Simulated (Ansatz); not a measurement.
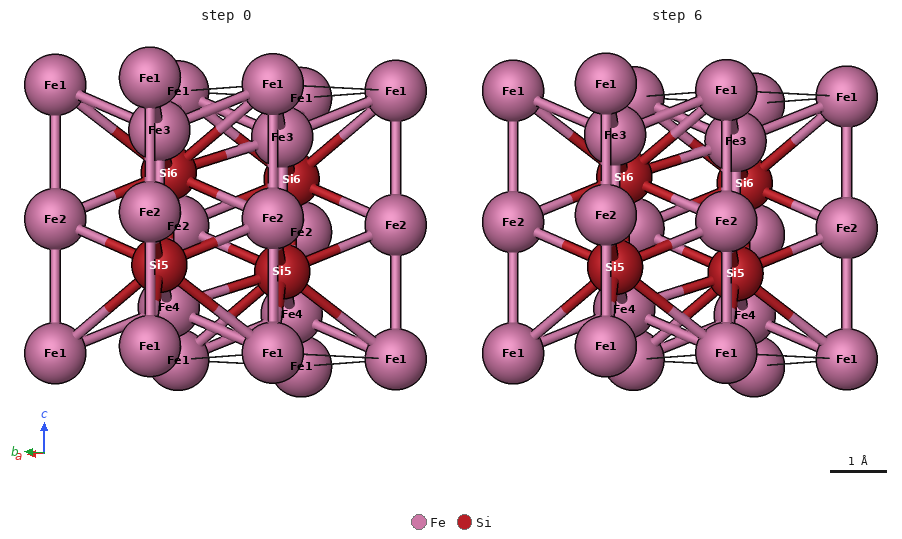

The structure of crystalline Fe₂Si (set up in P-3m1) before (left) and after (right) a relaxation, at one scale.

A ball-and-stick model of the cell of the calculation, repeated 1 × 2 × 1 with one cell outlined, seen from a free direction.

Case: relaxed again under DFT LDA, scalar-relativistic, plane waves, PAW.

The calculation used Ansatz 0.2.0, DFT LDA, scalar-relativistic, plane waves, PAW. Settings: plane-wave cutoff 420 eV; k-point mesh 12 × 12 × 8; occupations gaussian; smearing width 0.1 eV; collinear spin; cell and atoms relaxed; force threshold 0.005 eV/Å; at most 50 steps.

### Summarise the run.

Over 4 accepted moves (6 points after the start) the energy falls by 0.195 eV per cell of the calculation. Largest force component: 0.11 eV/Å at the start, 0.0029 eV/Å at the end. The pressure goes from −15.08 to 0.00 GPa. At 2 points the geometry stayed and the basis and grid were re-selected for the new cell (energy shift of 2.7 meV per cell of the calculation at most each time). The largest moves relative to the cell, 0.005 Å, are those of Fe3 and Fe4. Fe3 goes along +c. Si stays in place. The drawn cell changes as follows: a = b 3.926 → 3.847 Å (−2.0 %), c 4.834 → 4.730 Å (−2.2 %); the volume changes by −6.1 %. Near-neighbour distances that change, for instance: Fe1–Si5 2.743 → 2.687 Å, Fe3–Si5 2.407 → 2.351 Å, Fe1–Fe2 2.417 → 2.365 Å, Fe1–Fe3 2.426 → 2.375 Å. The space group stays P-3m1 (No. 164).
